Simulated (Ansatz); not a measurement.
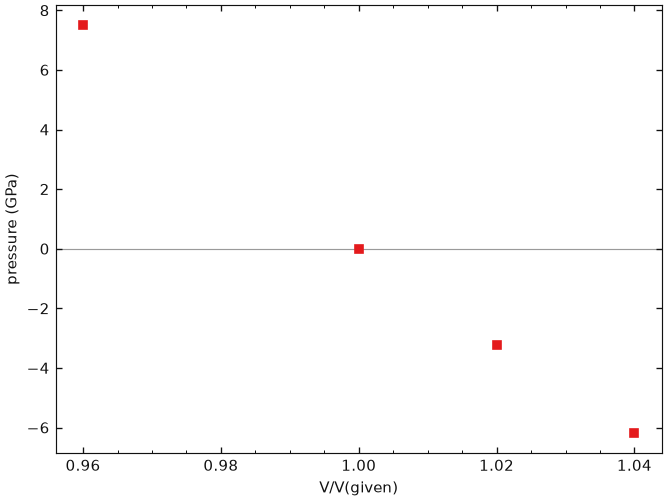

The figure shows the pressure against V/V(given) for Nb, space group Im-3m (No. 229).

The given structure:
```yaml
crystal:
  lattice:
    - [-1.65491, 1.65491, 1.65491]
    - [1.65491, -1.65491, 1.65491]
    - [1.65491, 1.65491, -1.65491]
  atoms:
    - { symbol: Nb, position: [0.00000, 0.00000, 0.00000] }
```

How it was computed, with Ansatz 0.2.0: periodic Kohn-Sham DFT of a crystal at fixed atoms, scaled to the stated factor times the given cell; pressure positive in compression. Level: PBE.

method frozen-core PAW; relativity scalar; k mesh 16×16×16; occupations Fermi–Dirac; smearing width 0.08 eV; wave cutoff 420 eV; PAW set soft_2.

V(given) is 18.13 Å³/atom.

The point at V/V(given) 0.98 is left out of the plot. What does the calculation give there?

```
V/V(given)  pressure (GPa)
      0.98             3.6
```
